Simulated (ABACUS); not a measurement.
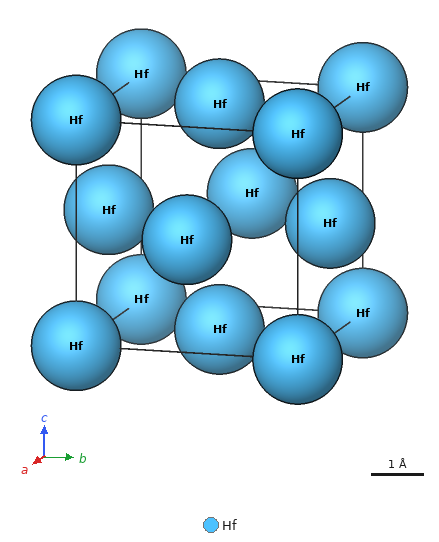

**Figure 1.** The structure as given in the input (spheres-only view of the cell 4 times as large as that of the calculation, set on its symmetry axes, seen slightly off an axis).

## Single-point calculation at one volume of an equation of state, with input and output: Hf (part 1 of 2)

Hf (Fm-3m, 1 atom in the cell), computed with Kohn-Sham DFT of a periodic cell, PBE, PseudoDojo NC SR 0.4.1 PBE standard, no spin polarisation (ABACUS 3.10.1).

The structure derives from an entry of the Crystallography Open Database. It belongs to a series of runs on one base structure; here: volume scaled by 1.0.

**Input**
```
INPUT_PARAMETERS
suffix              Hf
calculation         scf
basis_type          lcao
pseudo_dir          ./
orbital_dir         ./
symmetry            1
dft_functional      pbe
ecutwfc             100
pseudo_rcut         10
nspin               1
nbands              10
ks_solver           genelpa
smearing_method     fd
smearing_sigma      0.00367493
scf_thr             1e-07
scf_nmax            100
mixing_type         broyden
mixing_beta         0.7
cal_force           1
cal_stress          1
out_mul             1
```

**File STRU**
```
ATOMIC_SPECIES
Hf 178.4900 Hf.upf

NUMERICAL_ORBITAL
Hf_confined-atom_8au_3s2p2d1f.orb

LATTICE_CONSTANT
1.8897261246

LATTICE_VECTORS
0.0000000000 2.2200000000 2.2200000000
2.2200000000 0.0000000000 2.2200000000
2.2200000000 2.2200000000 0.0000000000

ATOMIC_POSITIONS
Direct

Hf
0.0
1
0.0000000000 0.0000000000 0.0000000000 1 1 1
```

**File KPT**
```
K_POINTS
0
Gamma
10 10 10 0 0 0
```

Machine: 4 threads of INTEL XEON PLATINUM @ 2.10GHz (Emerald Rapids), 24 GiB of memory available, shared host.

Run as:
```bash
OMP_NUM_THREADS=1 mpirun -np 4 abacus > log
```

**Output**
```
ABACUS v3.10.1

               Atomic-orbital Based Ab-initio Computation at UStc

 ------------------------------------------------------------------------------------

 READING GENERAL INFORMATION
                           global_out_dir = OUT.Hf/
                           global_in_card = INPUT
                               pseudo_dir = ./
                              orbital_dir = ./
                                    DSIZE = 4
                                    GSIZE = 1

 READING UNITCELL INFORMATION
                                    ntype = 1
                  lattice constant (Bohr) = 1.88973
              lattice constant (Angstrom) = 1

 READING ATOM TYPE 1
                               atom label = Hf
                      L=0, number of zeta = 3
                      L=1, number of zeta = 2
                      L=2, number of zeta = 2
                      L=3, number of zeta = 1
             number of atom for this type = 1

                        TOTAL ATOM NUMBER = 1
DIRECT COORDINATES
    atom                   x                   y                   z     mag                  vx                  vy                  vz
taud_Hf1            0.0000000000        0.0000000000        0.0000000000  0.0000        0.0000000000        0.0000000000        0.0000000000

                          Volume (Bohr^3) = 147.668
                             Volume (A^3) = 21.8821

 Lattice vectors: (Cartesian coordinate: in unit of a_0)
                   +0               +2.22               +2.22
                +2.22                  +0               +2.22
                +2.22               +2.22                  +0
 Reciprocal vectors: (Cartesian coordinate: in unit of 2 pi/a_0)
            -0.225225           +0.225225           +0.225225
            +0.225225           -0.225225           +0.225225
            +0.225225           +0.225225           -0.225225
 The esolver type has been set to : ksdft_lcao

                PAO radial cut off (Bohr) = 10

 Read in pseudopotential file is Hf.upf
                     pseudopotential type = NC
          exchange-correlation functional = PBE
                 nonlocal core correction = 1
                        valence electrons = 12
                                     lmax = 3
                           number of zeta = 4
                     number of projectors = 8
                           L of projector = 0
                           L of projector = 0
                           L of projector = 1
                           L of projector = 1
                           L of projector = 2
                           L of projector = 2
                           L of projector = 3
                           L of projector = 3
     initial pseudo atomic orbital number = 10

 SETUP THE ELECTRONS NUMBER
            electron number of element Hf = 12
      total electron number of element Hf = 12
            AUTOSET number of electrons:  = 12
                           occupied bands = 6
                                   NLOCAL = 26
                                   NBANDS = 10
                                   NBANDS = 10
                                   NLOCAL = 26

%%%%%%%%%%%%%%%%%%%%%%%%%%%%%%%%%%%%%%%%%%%%%%%%%%%%%%%%%%%%%%%%%%%%%%%%%%%%%%%%%%%%%%%%%%%%%%%%%%%%%%%%%%
 Warning: the number of valence electrons in pseudopotential > 4 for Hf: [Xe] 4f14 5d2 6s2
 Pseudopotentials with additional electrons can yield (more) accurate outcomes, but may be less efficient.
 If you're confident that your chosen pseudopotential is appropriate, you can safely ignore this warning.
%%%%%%%%%%%%%%%%%%%%%%%%%%%%%%%%%%%%%%%%%%%%%%%%%%%%%%%%%%%%%%%%%%%%%%%%%%%%%%%%%%%%%%%%%%%%%%%%%%%%%%%%%%

 SETUP THE PLANE WAVE BASIS
 energy cutoff for charge/potential (unit:Ry) = 400
            fft grid for charge/potential = [ 40, 40, 40 ]
                        fft grid division = [ 5, 5, 5 ]
        big fft grid for charge/potential = [ 8, 8, 8 ]
                                     nbxx = 128
                                     nrxx = 16000

 SETUP PLANE WAVES FOR CHARGE/POTENTIAL
                    number of plane waves = 19891
                         number of sticks = 955

 PARALLEL PW FOR CHARGE/POTENTIAL
     PROC   COLUMNS(POT)             PW
        1            239           4974
        2            239           4974
        3            238           4969
        4            239           4974
 --------------- sum -------------------
        4            955          19891
                            number of |g| = 239
                                  max |g| = 36.1172
                                  min |g| = 0.152179

----------- Double Check Mixing Parameters Begin ------------
mixing_type: broyden
mixing_beta: 0.7
mixing_gg0: 1
mixing_gg0_min: 0.1
mixing_ndim: 8
----------- Double Check Mixing Parameters End ------------

 LATTICE VECTORS: (CARTESIAN COORDINATE: IN UNIT OF A0)
                   +0               +2.22               +2.22
                +2.22                  +0               +2.22
                +2.22               +2.22                  +0
                       right hand lattice = 1
                                   NORM_A = 3.13955
                                   NORM_B = 3.13955
                                   NORM_C = 3.13955
                           ALPHA (DEGREE) = 60
                           BETA  (DEGREE) = 60
                           GAMMA (DEGREE) = 60

 The lattice vectors have been changed (STRU_SIMPLE.cif)

(for optimal symmetric configuration:)
                             BRAVAIS TYPE = 3
                     BRAVAIS LATTICE NAME = 03. Cubic F (face-centered)
                                    ibrav = 3
                                    IBRAV = 3
                                  BRAVAIS = FACE CENTERED CUBIC
                       LATTICE CONSTANT A = 4.44
Original cell was already a primitive cell.
                        ROTATION MATRICES = 48
              PURE POINT GROUP OPERATIONS = 48
                   SPACE GROUP OPERATIONS = 48
                              POINT GROUP = O_h
               POINT GROUP IN SPACE GROUP = O_h

 SETUP K-POINTS
                                    nspin = 1
                   Input type of k points = Monkhorst-Pack(Gamma)
                                   nkstot = 1000
                       right hand lattice = 1
(for reciprocal lattice: )
                             BRAVAIS TYPE = 2
                     BRAVAIS LATTICE NAME = 02. Cubic I (body-centered)
                                    ibrav = 2
                       right hand lattice = 1
(for k-lattice: )
                             BRAVAIS TYPE = 2
                     BRAVAIS LATTICE NAME = 02. Cubic I (body-centered)
                                    ibrav = 2
                       right hand lattice = 1
                        ROTATION MATRICES = 48
                               nkstot_ibz = 47
K-POINTS REDUCTION ACCORDING TO SYMMETRY
     IBZ    DIRECT_X    DIRECT_Y    DIRECT_Z  WEIGHT  ibz2bz
       1  0.00000000  0.00000000  0.00000000  0.0010       0
       2  0.10000000  0.10000000  0.10000000  0.0080       1
       3  0.20000000  0.20000000  0.20000000  0.0080       2
       4  0.30000000  0.30000000  0.30000000  0.0080       3
       5  0.40000000  0.40000000  0.40000000  0.0080       4
       6  0.50000000  0.50000000  0.50000000  0.0040       5
       7  0.10000000  0.10000000  0.00000000  0.0060      11
       8  0.20000000  0.20000000  0.10000000  0.0240      12
       9  0.30000000  0.30000000  0.20000000  0.0240      13
      10  0.40000000  0.40000000  0.30000000  0.0240      14
      11  0.50000000  0.50000000  0.40000000  0.0240      15
      12  0.50000000  0.40000000  0.40000000  0.0240      16
      13  0.40000000  0.30000000  0.30000000  0.0240      17
      14  0.30000000  0.20000000  0.20000000  0.0240      18
      15  0.10000000  0.10000000  0.20000000  0.0120      19
      16  0.20000000  0.20000000  0.00000000  0.0060      22
      17  0.30000000  0.30000000  0.10000000  0.0240      23
      18  0.40000000  0.40000000  0.20000000  0.0240      24
      19  0.50000000  0.50000000  0.30000000  0.0240      25
      20 -0.40000000  0.40000000  0.40000000  0.0240      26
      21  0.50000000  0.30000000  0.30000000  0.0240      27
      22  0.40000000  0.20000000  0.20000000  0.0120      28
      23  0.30000000  0.30000000  0.00000000  0.0060      33
      24  0.40000000  0.40000000  0.10000000  0.0240      34
      25  0.50000000  0.50000000  0.20000000  0.0240      35
      26 -0.30000000  0.40000000  0.40000000  0.0240      36
      27 -0.40000000  0.30000000  0.30000000  0.0120      37
      28  0.40000000  0.40000000  0.00000000  0.0060      44
      29  0.50000000  0.50000000  0.10000000  0.0240      45
      30 -0.20000000  0.40000000  0.40000000  0.0120      46
[... 17 further k points ...]

                               nkstot now = 47
[... K-POINTS DIRECT COORDINATES: 47 rows ...]

           k-point number in this process = 47
       minimum distributed K point number = 47
[... stars of the k points ...]

[... K-POINTS CARTESIAN COORDINATES: 47 rows ...]

[... K-POINTS DIRECT COORDINATES: 47 rows ...]

 SETUP PLANE WAVES FOR WAVE FUNCTIONS
     energy cutoff for wavefunc (unit:Ry) = 100
              fft grid for wave functions = [ 40, 40, 40 ]
                    number of plane waves = 3383
                         number of sticks = 301

 PARALLEL PW FOR WAVE FUNCTIONS
     PROC   COLUMNS(POT)             PW
        1             75            846
        2             75            846
        3             75            846
        4             76            845
 --------------- sum -------------------
        4            301           3383

 SET NONLOCAL PSEUDOPOTENTIAL PROJECTORS
 max number of nonlocal projetors among all species is 8

 -------------------------------------------
 SELF-CONSISTENT
 -------------------------------------------

 SETUP SEARCHING RADIUS FOR PROGRAM TO SEARCH ADJACENT ATOMS
                  longest orb rcut (Bohr) = 8
   longest nonlocal projector rcut (Bohr) = 2.46
                     search radius (Bohr) = 20.9
              searching radius is (Bohr)) = 20.9
         searching radius unit is (Bohr)) = 1.89
                         PeriodicBoundary = 1
                        Radius(unit:lat0) = 11.1
                                   glayer = [ 6, 6, 6 ]
                             glayer_minus = [ 5, 5, 5 ]

Find the coordinate range of the input atom(unit:lat0).
                                  min_tau = [ -22.2, -22.2, -22.2 ]
                                  max_tau = [ 22.2, 22.2, 22.2 ]
                                BoxNumber = [ 11, 11, 11 ]

 SETUP EXTENDED REAL SPACE GRID FOR GRID INTEGRATION
                          real space grid = [ 40, 40, 40 ]
                 big cell numbers in grid = [ 8, 8, 8 ]
             meshcell numbers in big cell = [ 5, 5, 5 ]
                        extended fft grid = [ 14, 14, 14 ]
                dimension of extened grid = [ 37, 37, 37 ]
                            UnitCellTotal = 125
              Atom number in sub-FFT-grid = 1
    Local orbitals number in sub-FFT-grid = 26
                                ParaV.nnr = 42081
                                 init_chg = atomic

 LCAO ALGORITHM --------------- ION=   1  ELEC=   1--------------------------------

 Density error is 0.0430841661805
----------------------------------------------------------
     Energy           Rydberg                 eV
----------------------------------------------------------
 E_KohnSham     -112.8190908384      -1534.9824785823
 E_Harris       -113.4442128029      -1543.4876992446
 E_Fermi        1.1036240472         15.0155754919
----------------------------------------------------------

 LCAO ALGORITHM --------------- ION=   1  ELEC=   2--------------------------------

 Density error is 0.0111477383506
----------------------------------------------------------
     Energy           Rydberg                 eV
```
